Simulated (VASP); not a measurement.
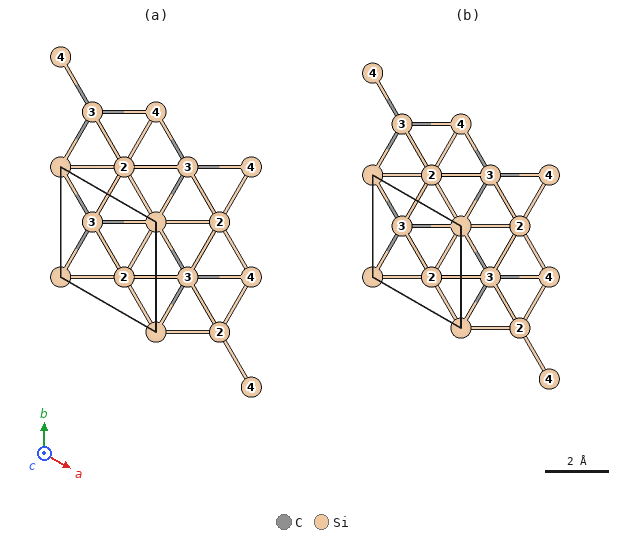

The structure of a crystal of Si₃C (a generated structure, set up in R3m) before (left) and after (right) a relaxation, at one scale.

Style: ball-and-stick. Shown: the conventional cell (3 times the calculation's cell), repeated 2 × 2 × 1 with one cell outlined, along the c axis. Lengths and directions refer to the drawn axes.

The run lets cell and atoms move.

Level of theory: Kohn-Sham DFT of a periodic cell, PBEsol, VASP PAW PBE potentials, recommended in VASP 6.6.1.

The input:
```
SYSTEM = Si3C
PREC = Accurate ; ENCUT = 200
EDIFF = 1E-7 ; ISMEAR = 0
SIGMA = 0.02 ; LREAL = .False.
LASPH = .True. ; NELM = 60
ALGO = Fast ; ISIF = 3
LWAVE = .False. ; LCHARG = .False.
GGA = PS ; IBRION = 2
NSW = 60 ; EDIFFG = -0.02
```

Launched with:
```bash
cat potpaw_PBE.64/C/POTCAR potpaw_PBE.64/Si/POTCAR > POTCAR
mpirun -np 1 vasp_std > vasp.out
```

### Summarise the run.

The atom that moves furthest relative to the cell is a Si atom (0.32 Å along −c). Largest moves by element: Si 0.32 Å, C 0.01 Å. Cell: a = b 3.517 → 3.259 Å (−7.4 %), c 17.232 → 17.583 Å (+2.0 %). Volume −12.4 %. Some distances before and after: Si–Si 3.517 → 3.051 Å, C–Si 2.154 → 1.884 Å, C–Si 2.154 → 1.951 Å, Si–Si 2.154 → 2.284 Å. Bond angles that change, for instance: Si–Si–Si 109.5° → 94.6°, Si–Si–Si 109.5° → 122.0°, C–Si–Si 109.5° → 122.0°. The space group stays R3m (No. 160). After 14 geometry steps the energy has fallen by 369 meV per atom. The largest force component goes from 2.7 to 0.0071 eV/Å. Pressure: −5.39 GPa at the start and 0.00 GPa at the end. The volume changes by over a tenth within one run on a fixed set of plane waves, so the end point should be relaxed again from the new cell. It ran on 1 thread of Intel(R) Xeon(R) Platinum 8559C (Emerald Rapids), with other jobs on the host.
